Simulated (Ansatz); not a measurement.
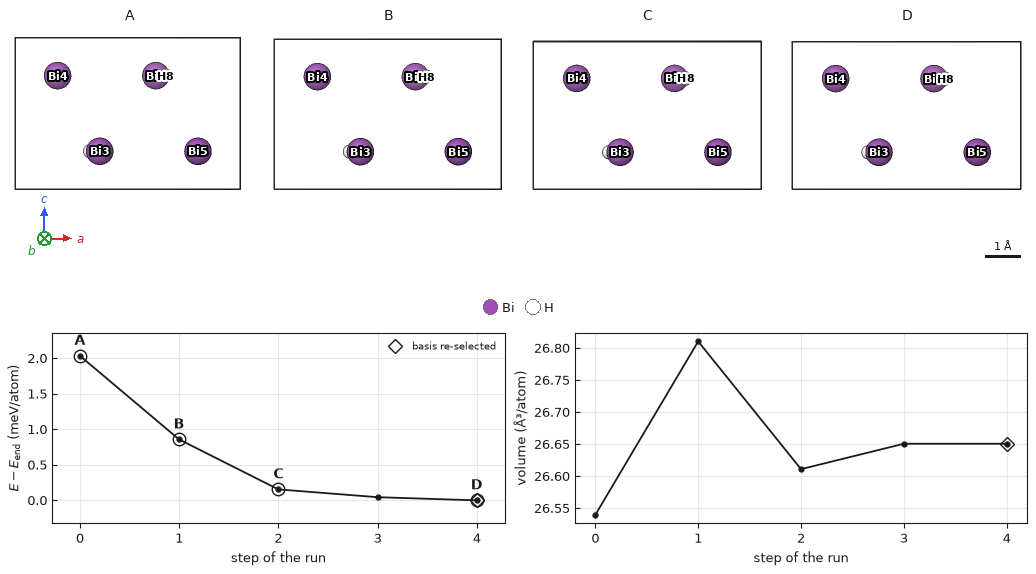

Frames of a relaxation of a crystal of Bi3H (built on the Ni3Sn (D0_19)_194 type), marked on the history of the run. A ball-and-stick model of the cell of the calculation, seen along the b axis.

Case: Ni3Sn (D0_19) type (P6_3/mmc, No. 194).

Computed with DFT PBE, scalar-relativistic, plane waves, PAW in Ansatz 0.2.0. Set-up: plane-wave cutoff 420 eV; k-point mesh 6 × 6 × 8; occupations gaussian; smearing width 0.1 eV; no spin polarisation; cell and atoms relaxed; force threshold 0.01 eV/Å; at most 80 steps.

Q: Describe the path.

A: The largest moves relative to the cell, 0.028 Å, are those of Bi atoms. H stays in place. Cell: a = b 7.491 → 7.606 Å (+1.5 %), c 4.369 → 4.256 Å (−2.6 %). Volume +0.4 %. The space group stays P6_3/mmc (No. 194). After 3 accepted moves (4 points after the start) the energy has fallen by 2.0 meV per atom. The largest force component goes from 0.058 to 0.0037 eV/Å. The pressure goes from 0.15 to 0.00 GPa. The SCF was repeated once at an unchanged geometry on a basis and grid sized afresh for the cell, which shifted the energy by less than 0.05 meV per atom at most. The run took 58 s on 1 thread of Intel(R) Xeon(R) 6975P-C (Granite Rapids), with other jobs on the host, peak memory 0.66 GiB. From step 0 to 1: Bi atoms move most (0.02 Å), volume +1.0 %, energy −1.2 meV per atom. From step 1 to 2: volume −0.7 %, energy −0.7 meV per atom. From step 2 to 4: volume +0.1 %, energy −0.2 meV per atom.

```json
{"step": "0", "E − E(0), meV/atom": "0.00", "largest force component, eV/Å": "0.0575", "pressure, GPa": "0.15", "volume, Å³/atom": "26.540", "note": ""}
{"step": "1", "E − E(0), meV/atom": "-1.18", "largest force component, eV/Å": "0.0322", "pressure, GPa": "-0.27", "volume, Å³/atom": "26.810", "note": ""}
{"step": "2", "E − E(0), meV/atom": "-1.88", "largest force component, eV/Å": "0.0413", "pressure, GPa": "0.10", "volume, Å³/atom": "26.611", "note": ""}
{"step": "3", "E − E(0), meV/atom": "-1.99", "largest force component, eV/Å": "0.0037", "pressure, GPa": "0.00", "volume, Å³/atom": "26.651", "note": ""}
{"step": "4", "E − E(0), meV/atom": "-2.03", "largest force component, eV/Å": "0.0037", "pressure, GPa": "0.00", "volume, Å³/atom": "26.651", "note": "same geometry, new basis"}
```
